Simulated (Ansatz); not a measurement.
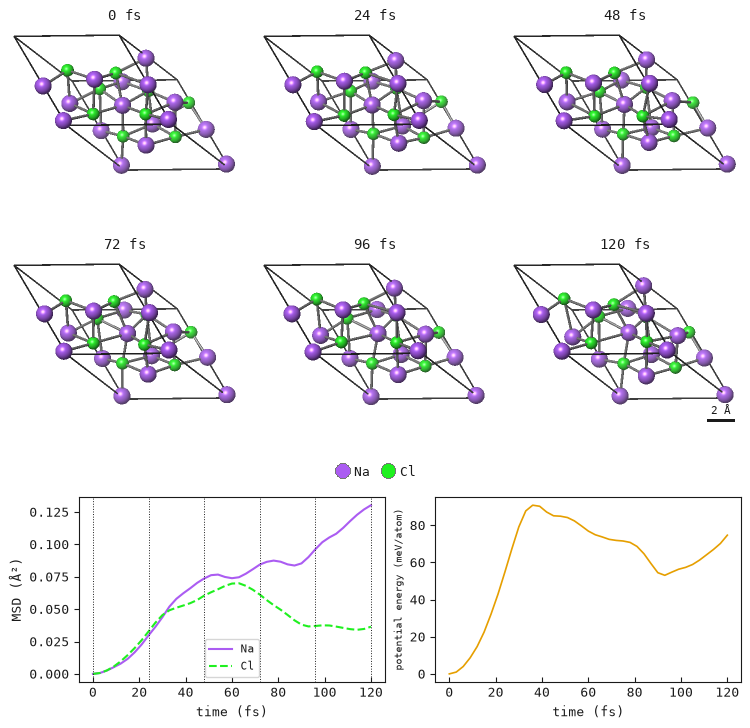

Molecular dynamics of NaCl with an interstitial Cl (17 atoms in the cell), 120 fs long. Frames and the history of the run. The picture is a ball-and-stick view of the reduced simulation cell, seen from a free direction. Bonds to atoms that aren't drawn are left out. Lengths and directions refer to the drawn axes.

Method: DFT PBE, scalar-relativistic, plane waves, PAW in Ansatz 0.2.0. Run with plane-wave cutoff 420 eV; k-point mesh 2 × 2 × 2; Fermi-Dirac smearing 0.02 eV; spin collinear; low-accuracy preset; Langevin thermostat (NVT); set temperature 900 K; time step 3 fs; friction 0.05 per fs.

Input
```yaml
accuracy: low
crystal:
  lattice:
    - [0.0, 5.685, 5.685]
    - [5.685, 0.0, 5.685]
    - [5.685, 5.685, 0.0]
  atoms:
    - { symbol: Na, position: [0.0027743, 0.00403631, 0.05205818] }
    - { symbol: Cl, position: [0.25691753, 0.2584804, 0.23382171] }
    - { symbol: Na, position: [0.00127483, 0.00251334, 0.4421173] }
    - { symbol: Cl, position: [0.25714054, 0.25840751, 0.75008377] }
    - { symbol: Na, position: [0.01548967, 0.53094099, -0.02335518] }
    - { symbol: Cl, position: [0.26522941, 0.74750491, 0.2433398] }
    - { symbol: Na, position: [0.00369544, 0.47963532, 0.50787432] }
    - { symbol: Cl, position: [0.33838651, 0.67911241, 0.74086361] }
    - { symbol: Na, position: [0.5284953, 0.0156763, -0.02213615] }
    - { symbol: Cl, position: [0.74658566, 0.26517008, 0.24383771] }
    - { symbol: Na, position: [0.47755963, 0.00382526, 0.50877068] }
    - { symbol: Cl, position: [0.6830774, 0.33417873, 0.74098232] }
    - { symbol: Na, position: [0.50675509, 0.50572707, 0.020122] }
    - { symbol: Cl, position: [0.75771186, 0.75837181, 0.246791] }
    - { symbol: Na, position: [0.50739615, 0.50634211, 0.46610111] }
    - { symbol: Cl, position: [0.75703494, 0.7577659, 0.73765063] }
    - { symbol: Cl, position: [0.01464575, 0.00967115, 0.73754489] }
magnetization:
  spin_polarized: true
basis:
  ecutwfc: 420.0
kpoints:
  mp_grid: { grid: [2, 2, 2] }
hamiltonian:
  xc: pbe
scf:
  occupations: { method: fermi_dirac, width: 0.02 }
  lower_state_search: "off"
md:
  timestep: 3.0
  n_steps: 40
  ensemble: nvt_langevin
  temperature: 900.0
  initial_velocities: maxwell_boltzmann
  seed: 518444
  friction: 0.05
```

Launched with:
```bash
ansatz run input.yaml --threads 2 --pin off --max-ram 5120MiB --backend cpu --events-out ev --progress --plain --runs-dir out
```

Q: What do the frames and curves show?

A: In the second half of the run the atoms are, in the root-mean-square, this far from where they began (common drift taken out): Na 0.31 Å, Cl 0.22 Å. That is small against the typical shortest distance between atoms in the first frame, about 2.6 Å: the atoms vibrate about their sites and the arrangement holds. The mean temperature in the second half is 858 K (standard deviation 137 K). The potential energy in the second half lies on average 65.6 meV per atom above the first frame.

Limits of the set-up: the k-point mesh is coarse for a cell with partly filled bands; the program's low-accuracy preset was used; the periodic images lie only 8.0 Å apart, so the values are limited by the cell's size.

The run took 8.7 min on 2 threads of AMD EPYC 7571, with other jobs on the host, peak memory 0.95 GiB.
